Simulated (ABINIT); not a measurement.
## Run report: PbO2, optical-spectrum calculation (part 2 of 2)

The same run, continued: PbO2 (Fm-3m, 3 atoms in the cell); Kohn-Sham DFT of a periodic cell, LDA, PseudoDojo NC SR LDA v0.4.1 standard, no spin polarisation (ABINIT 10.8.3); cutoff 952.4 eV, 6×6×6 k-mesh, fermi-dirac of 0.05 eV. The structure derives from a Materials Project entry.

Geometry of the input (Å; fractional positions):
```
0.0000  2.7020  2.7020
2.7020  0.0000  2.7020
2.7020  2.7020  0.0000
Pb 0.0000  0.0000  0.0000
O  0.7500  0.7500  0.7500
O  0.2500  0.2500  0.2500
```

**Output, continued**
```
--- !ResultsGS
iteration_state: {dtset: 1, }
comment   : Summary of ground state results
lattice_vectors:
- [  0.0000000,   5.1060249,   5.1060249, ]
- [  5.1060249,   0.0000000,   5.1060249, ]
- [  5.1060249,   5.1060249,   0.0000000, ]
lattice_lengths: [   7.22101,    7.22101,    7.22101, ]
lattice_angles: [ 60.000,  60.000,  60.000, ] # degrees, (23, 13, 12)
lattice_volume:   2.6624335E+02
convergence: {deltae: -1.137E-12, res2:  7.919E-13, residm:  1.333E-04, diffor: null, }
etotal    :  -1.03196527E+02
entropy   :   0.00000000E+00
fermie    :   1.41209671E-01
cartesian_stress_tensor: # hartree/bohr^3
- [  3.77351787E-04,   0.00000000E+00,   0.00000000E+00, ]
- [  0.00000000E+00,   3.77351787E-04,   0.00000000E+00, ]
- [  0.00000000E+00,   0.00000000E+00,   3.77351787E-04, ]
pressure_GPa:  -1.1102E+01
xred      :
- [  0.0000E+00,   0.0000E+00,   0.0000E+00, Pb]
- [  7.5000E-01,   7.5000E-01,   7.5000E-01,  O]
- [  2.5000E-01,   2.5000E-01,   2.5000E-01,  O]
cartesian_forces: # hartree/bohr
- [ -0.00000000E+00,  -0.00000000E+00,  -0.00000000E+00, ]
- [ -0.00000000E+00,  -0.00000000E+00,  -0.00000000E+00, ]
- [ -0.00000000E+00,  -0.00000000E+00,  -0.00000000E+00, ]
force_length_stats: {min:   0.00000000E+00, max:   0.00000000E+00, mean:   0.00000000E+00, }
...

 Integrated electronic density in atomic spheres:
 ------------------------------------------------
 Atom  Sphere_radius  Integrated_density
    1        2.00000          9.92187341
    2        2.00000          6.01614816
    3        2.00000          6.01614816
================================================================================

 ----iterations are completed or convergence reached----

 Mean square residual over all n,k,spin=   66.791E-08; max=  13.332E-05
 reduced coordinates (array xred) for    3 atoms
       0.000000000000      0.000000000000      0.000000000000
       0.750000000000      0.750000000000      0.750000000000
       0.250000000000      0.250000000000      0.250000000000
 rms dE/dt=  0.0000E+00; max dE/dt=  0.0000E+00; dE/dt below (all hartree)
    1       0.000000000000      0.000000000000      0.000000000000
    2       0.000000000000      0.000000000000      0.000000000000
    3       0.000000000000      0.000000000000      0.000000000000

 cartesian coordinates (angstrom) at end:
    1      0.00000000000000     0.00000000000000     0.00000000000000
    2      4.05298799722672     4.05298799722672     4.05298799722672
    3      1.35099599907557     1.35099599907557     1.35099599907558

 cartesian forces (hartree/bohr) at end:
    1     -0.00000000000000    -0.00000000000000    -0.00000000000000
    2     -0.00000000000000    -0.00000000000000    -0.00000000000000
    3     -0.00000000000000    -0.00000000000000    -0.00000000000000
 frms,max,avg= 0.0000000E+00 0.0000000E+00   0.000E+00  0.000E+00  0.000E+00 h/b

 cartesian forces (eV/Angstrom) at end:
    1     -0.00000000000000    -0.00000000000000    -0.00000000000000
    2     -0.00000000000000    -0.00000000000000    -0.00000000000000
    3     -0.00000000000000    -0.00000000000000    -0.00000000000000
 frms,max,avg= 0.0000000E+00 0.0000000E+00   0.000E+00  0.000E+00  0.000E+00 e/A
 length scales=  1.000000000000  1.000000000000  1.000000000000 bohr
              =  0.529177210544  0.529177210544  0.529177210544 angstroms
 Fermi (or HOMO) energy (hartree) =   0.14121   Average Vxc (hartree)=  -0.44052
 Eigenvalues (hartree) for nkpt=  28  k points:
 kpt#   1, nband= 17, wtk=  0.02778, kpt= -0.0833 -0.1667  0.0000 (reduced coord)
  -0.52307   -0.45850   -0.43099   -0.43096   -0.42363   -0.42281   -0.39459   -0.01932
   0.04754    0.04778    0.07405    0.09675    0.10414    0.14663    0.36482    0.41128
   0.41377
      occupation numbers for kpt#   1
   2.00000    2.00000    2.00000    2.00000    2.00000    2.00000    2.00000    2.00000
   2.00000    2.00000    2.00000    2.00000    2.00000    0.09941    0.00000    0.00000
   0.00000
 prteigrs : prtvol=0 or 1, do not print more k-points.

--- !EnergyTerms
iteration_state     : {dtset: 1, }
comment             : Components of total free energy in Hartree
kinetic             :  5.68449074674706E+01
hartree             :  1.85067492457860E+01
xc                  : -2.79534779777614E+01
Ewald energy        : -7.71957799543104E+01
psp_core            :  5.53631081776048E+00
local_psp           : -5.90921322536880E+01
non_local_psp       : -1.98429418188493E+01
internal            : -1.03196364473592E+02
'-kT*entropy'       : -1.62803839676593E-04
total_energy        : -1.03196527277432E+02
total_energy_eV     : -2.80812056299011E+03
band_energy         : -5.69154155606499E+00
...

 Cartesian components of stress tensor (hartree/bohr^3)
  sigma(1 1)=  3.77351787E-04  sigma(3 2)=  0.00000000E+00
  sigma(2 2)=  3.77351787E-04  sigma(3 1)=  0.00000000E+00
  sigma(3 3)=  3.77351787E-04  sigma(2 1)=  0.00000000E+00

-Cartesian components of stress tensor (GPa)         [Pressure= -1.1102E+01 GPa]
- sigma(1 1)=  1.11020729E+01  sigma(3 2)=  0.00000000E+00
- sigma(2 2)=  1.11020729E+01  sigma(3 1)=  0.00000000E+00
- sigma(3 3)=  1.11020729E+01  sigma(2 1)=  0.00000000E+00

================================================================================
== DATASET  2 ==================================================================

--- !DatasetInfo
iteration_state: {dtset: 2, }
dimensions: {natom: 3, nkpt: 28, mband: 29, nsppol: 1, nspinor: 1, nspden: 1, mpw: 2682, }
cutoff_energies: {ecut:  35.0, pawecutdg:  -1.0, }
electrons: {nelect:   2.60000000E+01, charge:   0.00000000E+00, occopt:   3.00000000E+00, tsmear:   1.83747000E-03, }
meta: {optdriver: 0, ionmov: 0, optcell: 0, iscf: -3, paral_kgb: 0, }
...

 mkfilename : getden/=0, take file _DEN from output of DATASET   1.

 Exchange-correlation functional for the present dataset will be:
  LDA: Perdew-Wang 92 LSD fit to Ceperley-Alder data - ixc=7
  J.P.Perdew and Y.Wang, PRB 45, 13244 (1992)

 Real(R)+Recip(G) space primitive vectors, cartesian coordinates (Bohr,Bohr^-1):
 R(1)=  0.0000000  5.1060249  5.1060249  G(1)= -0.0979235  0.0979235  0.0979235
 R(2)=  5.1060249  0.0000000  5.1060249  G(2)=  0.0979235 -0.0979235  0.0979235
 R(3)=  5.1060249  5.1060249  0.0000000  G(3)=  0.0979235  0.0979235 -0.0979235
 Unit cell volume ucvol=  2.6624335E+02 bohr^3
 Angles (23,13,12)=  6.00000000E+01  6.00000000E+01  6.00000000E+01 degrees

 getcut: wavevector=  0.0000  0.0000  0.0000  ngfft=  40  40  40
         ecut(hartree)=     35.000   => boxcut(ratio)=   2.08000
--------------------------------------------------------------------------------

================================================================================

--- !BeginCycle
iteration_state: {dtset: 2, }
solver: {iscf: -3, nstep: 120, nline: 4, wfoptalg: 0, }
tolerances: {tolwfr: 1.00E-12, }
...

     iter   Etot(hartree)      deltaE(h)  residm     vres2
 Non-SCF case, kpt    1 ( -0.08333 -0.16667  0.00000), residuals and eigenvalues=
  2.52E-13  3.19E-13  1.35E-13  3.79E-13  9.25E-13  5.85E-13  2.64E-13  9.05E-13
  9.03E-13  3.78E-13  2.80E-13  4.04E-13  8.50E-13  3.04E-13  5.54E-13  5.60E-13
  6.41E-13  5.37E-13  4.97E-13  5.95E-13  9.40E-13  4.38E-13  3.86E-13  7.47E-13
  9.11E-13  3.23E-13  1.21E-09  8.46E-08  4.17E-07
 -5.2307E-01 -4.5850E-01 -4.3099E-01 -4.3096E-01 -4.2363E-01 -4.2281E-01
 -3.9459E-01 -1.9323E-02  4.7543E-02  4.7780E-02  7.4046E-02  9.6748E-02
  1.0414E-01  1.4663E-01  3.6482E-01  4.1128E-01  4.1377E-01  6.1708E-01
  6.9262E-01  7.0781E-01  8.5058E-01  8.7642E-01  9.0385E-01  9.1310E-01
  9.3010E-01  9.3028E-01  1.1375E+00  1.1694E+00  1.2003E+00
 prteigrs : prtvol=0 or 1, do not print more k-points.

--- !ResultsGS
iteration_state: {dtset: 2, }
comment   : Summary of ground state results
lattice_vectors:
- [  0.0000000,   5.1060249,   5.1060249, ]
- [  5.1060249,   0.0000000,   5.1060249, ]
- [  5.1060249,   5.1060249,   0.0000000, ]
lattice_lengths: [   7.22101,    7.22101,    7.22101, ]
lattice_angles: [ 60.000,  60.000,  60.000, ] # degrees, (23, 13, 12)
lattice_volume:   2.6624335E+02
convergence: {deltae:  0.000E+00, res2:  0.000E+00, residm:  9.985E-13, diffor:  0.000E+00, }
etotal    :  -1.03196527E+02
entropy   :   0.00000000E+00
fermie    :   1.41209657E-01
cartesian_stress_tensor: null
pressure_GPa: null
xred      :
- [  0.0000E+00,   0.0000E+00,   0.0000E+00, Pb]
- [  7.5000E-01,   7.5000E-01,   7.5000E-01,  O]
- [  2.5000E-01,   2.5000E-01,   2.5000E-01,  O]
cartesian_forces: null
force_length_stats: {min: null, max: null, mean: null, }
...

 Integrated electronic density in atomic spheres:
 ------------------------------------------------
 Atom  Sphere_radius  Integrated_density
    1        2.00000          9.92187338
    2        2.00000          6.01614819
    3        2.00000          6.01614819
================================================================================

 ----iterations are completed or convergence reached----

 Mean square residual over all n,k,spin=   50.138E-14; max=  99.851E-14
 reduced coordinates (array xred) for    3 atoms
       0.000000000000      0.000000000000      0.000000000000
       0.750000000000      0.750000000000      0.750000000000
       0.250000000000      0.250000000000      0.250000000000

 cartesian coordinates (angstrom) at end:
    1      0.00000000000000     0.00000000000000     0.00000000000000
    2      4.05298799722672     4.05298799722672     4.05298799722672
    3      1.35099599907557     1.35099599907557     1.35099599907558
 length scales=  1.000000000000  1.000000000000  1.000000000000 bohr
              =  0.529177210544  0.529177210544  0.529177210544 angstroms
 Eigenvalues (hartree) for nkpt=  28  k points:
 kpt#   1, nband= 29, wtk=  0.02778, kpt= -0.0833 -0.1667  0.0000 (reduced coord)
  -0.52307   -0.45850   -0.43099   -0.43096   -0.42363   -0.42281   -0.39459   -0.01932
   0.04754    0.04778    0.07405    0.09675    0.10414    0.14663    0.36482    0.41128
   0.41377    0.61708    0.69262    0.70781    0.85058    0.87642    0.90385    0.91310
   0.93010    0.93028    1.13751    1.16936    1.20026
      occupation numbers for kpt#   1
   2.00000    2.00000    2.00000    2.00000    2.00000    2.00000    2.00000    2.00000
   2.00000    2.00000    2.00000    2.00000    2.00000    0.09941    0.00000    0.00000
   0.00000    0.00000    0.00000    0.00000    0.00000    0.00000    0.00000    0.00000
   0.00000    0.00000    0.00000    0.00000    0.00000
 prteigrs : prtvol=0 or 1, do not print more k-points.

--- !EnergyTerms
iteration_state     : {dtset: 2, }
comment             : Components of total free energy in Hartree
kinetic             :  5.68449067644163E+01
hartree             :  1.85067492457860E+01
xc                  : -2.79534779777614E+01
Ewald energy        : -7.71957799543104E+01
psp_core            :  5.53631081776048E+00
local_psp           : -5.90921322536880E+01
non_local_psp       : -1.98429414031662E+01
internal            : -1.03196364760963E+02
'-kT*entropy'       : -1.62803811320484E-04
total_energy        : -1.03196527564775E+02
...

--- !EnergyTermsDC
iteration_state     : {dtset: 2, }
comment             : '"Double-counting" decomposition of free energy'
band_energy         : -5.69154177880986E+00
Ewald energy        : -7.71957799543104E+01
psp_core            :  5.53631081776048E+00
xc_dc               : -2.58453535582572E+01
internal            : -1.03196364473617E+02
'-kT*entropy'       : -1.62803811320484E-04
total_energy_dc     : -1.03196527277428E+02
...

================================================================================
== DATASET  3 ==================================================================

--- !DatasetInfo
iteration_state: {dtset: 3, }
dimensions: {natom: 3, nkpt: 28, mband: 25, nsppol: 1, nspinor: 1, nspden: 1, mpw: 2682, }
cutoff_energies: {ecut:  35.0, pawecutdg:  -1.0, }
electrons: {nelect:   2.60000000E+01, charge:   0.00000000E+00, occopt:   3.00000000E+00, tsmear:   1.83747000E-03, }
meta: {optdriver: 8, wfk_task: 7, }
...

 mkfilename : getwfk/=0, take file _WFK from output of DATASET   2.

 Exchange-correlation functional for the present dataset will be:
  LDA: Perdew-Wang 92 LSD fit to Ceperley-Alder data - ixc=7
  J.P.Perdew and Y.Wang, PRB 45, 13244 (1992)

--------------------------------------------------------------------------------

 Computation of velocity matrix elements (DDK)

 Parameters extracted from the Abinit header:
    ecut:     35.0
    nkpt:    864
    mband:   29
    nsppol:  1
    nspinor: 1
    useylm:  0
    inclvkb: 2
    bmin: 1, bmax: 29
    Computing diagonal and off-diagonal matrix elements
    Between band index bmin: 1, bmax: 29

== END DATASET(S) ==============================================================
================================================================================

 -outvars: echo values of variables after computation  --------
            acell      1.0000000000E+00  1.0000000000E+00  1.0000000000E+00 Bohr
           etotal1    -1.0319652728E+02
           etotal2    -1.0319652728E+02
           etotal3     0.0000000000E+00
            fcart1    -0.0000000000E+00 -0.0000000000E+00 -0.0000000000E+00
                      -0.0000000000E+00 -0.0000000000E+00 -0.0000000000E+00
                      -0.0000000000E+00 -0.0000000000E+00 -0.0000000000E+00
            fcart3     0.0000000000E+00  0.0000000000E+00  0.0000000000E+00
                       0.0000000000E+00  0.0000000000E+00  0.0000000000E+00
                       0.0000000000E+00  0.0000000000E+00  0.0000000000E+00
            rprim      0.0000000000E+00  5.1060248709E+00  5.1060248709E+00
                       5.1060248709E+00  0.0000000000E+00  5.1060248709E+00
                       5.1060248709E+00  5.1060248709E+00  0.0000000000E+00
           strten1     3.7735178742E-04  3.7735178742E-04  3.7735178742E-04
                       0.0000000000E+00  0.0000000000E+00  0.0000000000E+00
           strten3     0.0000000000E+00  0.0000000000E+00  0.0000000000E+00
                       0.0000000000E+00  0.0000000000E+00  0.0000000000E+00
           xangst      0.0000000000E+00  0.0000000000E+00  0.0000000000E+00
                       4.0529879972E+00  4.0529879972E+00  4.0529879972E+00
                       1.3509959991E+00  1.3509959991E+00  1.3509959991E+00
             xred      0.0000000000E+00  0.0000000000E+00  0.0000000000E+00
                       7.5000000000E-01  7.5000000000E-01  7.5000000000E-01
                       2.5000000000E-01  2.5000000000E-01  2.5000000000E-01
 Calculation completed.
```

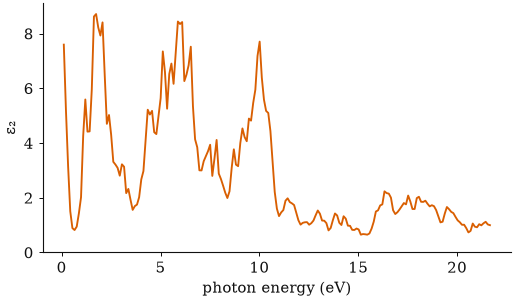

Fig. 1: Imaginary part of the dielectric function (first component that the program prints). The highest peak, 8.7, lies at 1.74 eV.
